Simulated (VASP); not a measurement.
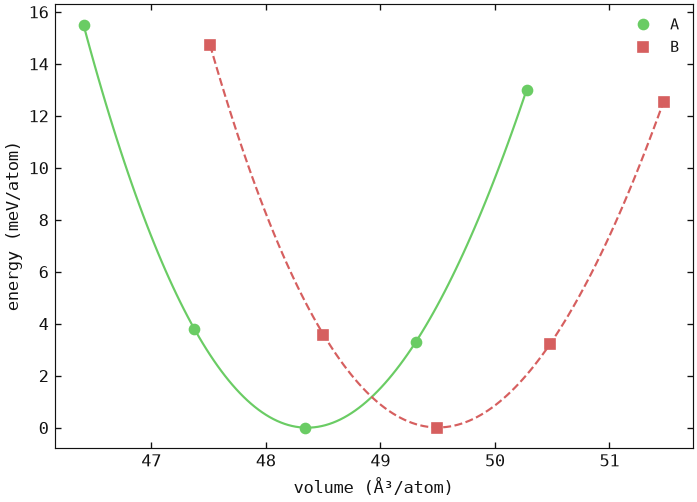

The figure shows the energy against volume, with one curve for each functional, for MoS₂ (space group P-6m2). The labels are replaced by letters. In alphabetical order the cases are: HSE06; PBEsol.

Method: plane-wave DFT, no spin polarisation; energies at scaled volumes of the given cell, shape and fractions fixed, counted from the fit's minimum, third-order Birch-Murnaghan fit (VASP 6.6.1). All runs: no spin polarisation.

occupations Gaussian; smearing width 0.02 eV; potentials VASP PAW PBE potentials, recommended; wave cutoff 520 eV.

### Which letter stands for which functional?

A: HSE06; B: PBEsol.

Keep in mind: shape and atomic fractions are frozen while scaling, which makes layered, chain and framework solids too stiff.
